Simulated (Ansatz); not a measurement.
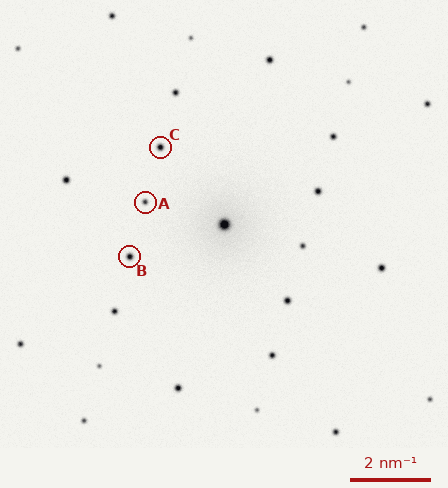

The pattern is a kinematic simulation for 80 kV electrons (no multiple scattering; isotropic B = 0.5 Å²). The zone axis points towards the electron source and the pattern is seen from the source side.

Crystal: Rb, space group P6/mmm (No. 191), a = 8.086 Å, c = 4.857 Å (hexagonal axes). Structure: coordinates from a relaxation with DFT PBE, scalar-relativistic, plane waves, PAW (Ansatz 0.2.0); the starting structure was generated, so it need not be a known form of this composition.

Spot A is indexed 0 0 -1 and spot B 0 1 -1.

Give hkl for C.

C = 2A − B = 0 -1 -1 (d = 3.991 Å).

Find the zone axis.

The cross product of A and B is parallel to [100]; every spot obeys hu + kv + lw = 0.

What are the spacings of A and B and the angle between them?

d(A) = 4.857 Å, d(B) = 3.991 Å, and the angle is 34.7°.
